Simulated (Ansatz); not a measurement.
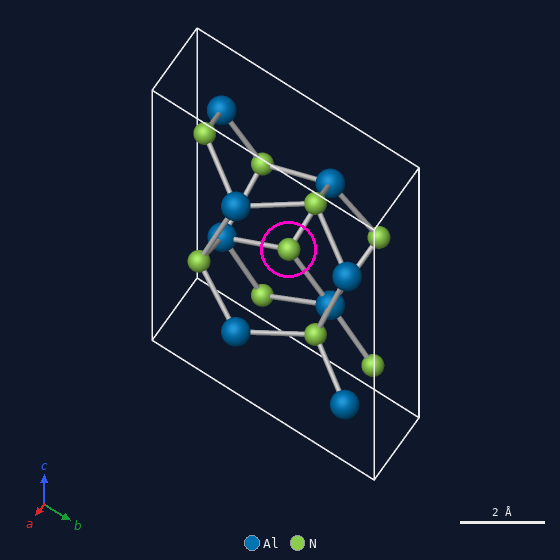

A ball-and-stick rendering, viewed slightly off an axis. The lines enclose the supercell; boundary atoms appear with their images. The host is AlN, in a cell of 16 sites, and the cell carries a charge of -1. A ring marks the defect's site.

> Spot the defect.

An interstitial nitrogen atom. It is bonded to three Al in a trigonal pyramidal arrangement at about 1.9 Å.

The atoms were relaxed in the host's cell with Ansatz 0.2.0, DFT PBE, scalar-relativistic, plane waves, PAW.
